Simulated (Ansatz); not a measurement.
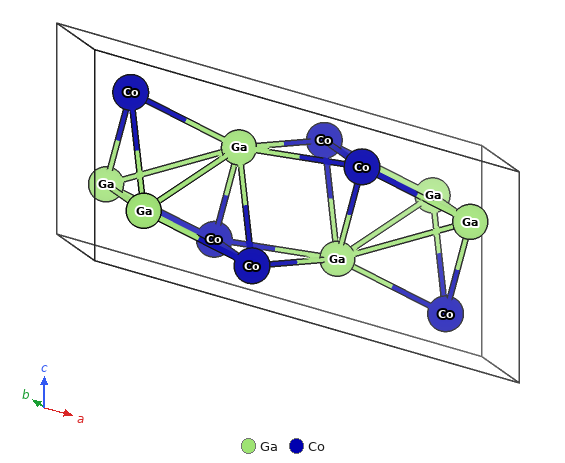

The image is a ball-and-stick drawing of a crystal, viewed slightly off an axis. The outline marks the conventional unit cell. Cell: a = 9.04 Å, b = 2.76 Å, c = 4.18 Å, α = 90.00°, β = 108.54°, γ = 90.00°.

The structure was taken from a random cell made by a generator, so it need not be a real form of the compound. Earlier steps of the study may have refined or changed the cell and positions. It was the input of a calculation with Ansatz.

### Describe the crystal.

Composition: GaCo. It belongs to space group C2/m (No. 12) and has a base-centred monoclinic lattice. The cell comprises 4 formula units: 4 Ga, 4 Co. Neighbours within bonding distance: Ga 12 and Co 11.

Computational set-up: DFT PBE, scalar-relativistic, plane waves, PAW in Ansatz 0.2.0, plane-wave cutoff 420 eV, k-points about 0.13 Å⁻¹ apart, Gaussian smearing of 0.1 eV, collinear spins.

### Which atoms carry magnetic moments in this run, and how do they order?

The state reached is ferromagnetic. Sizes: Co 0.6 μB; net moment 1.1 μB in the run's cell of 4 atoms.

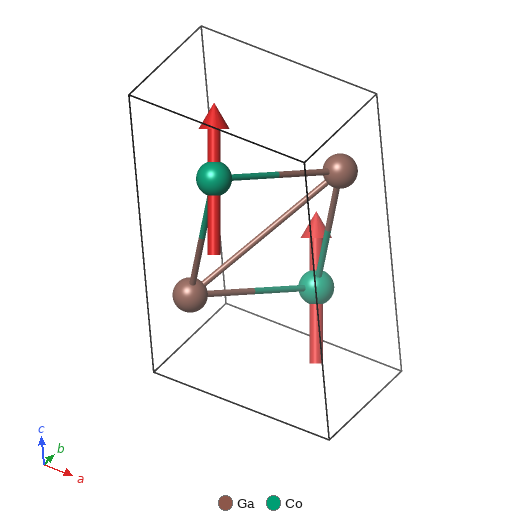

Site moments above 0.25 μB as arrows, small induced ones on non-metal atoms left out (red along the largest or up, blue against, purple across). The run's cell of 4 atoms is drawn in a reduced setting, so axes and origin can differ from the first picture.

### Is it conducting or gapped at this level?

A metal: bands cross the Fermi level.

### What are the atomic charges by Bader's partition?

Ga +0.24 e; Co -0.24 e.

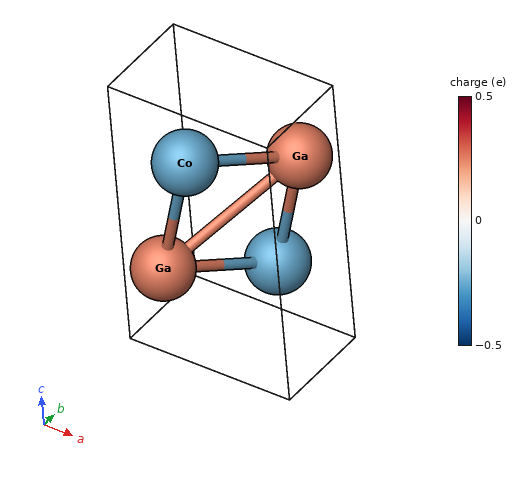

The atoms coloured by those charges. The run's cell of 4 atoms is drawn in a reduced setting, so axes and origin can differ from the first picture.

### Are forces and stress small enough to call this relaxed?

Yes. All forces vanish to within 0.01 eV/Å. The pressure is 0.0 GPa, close to zero.
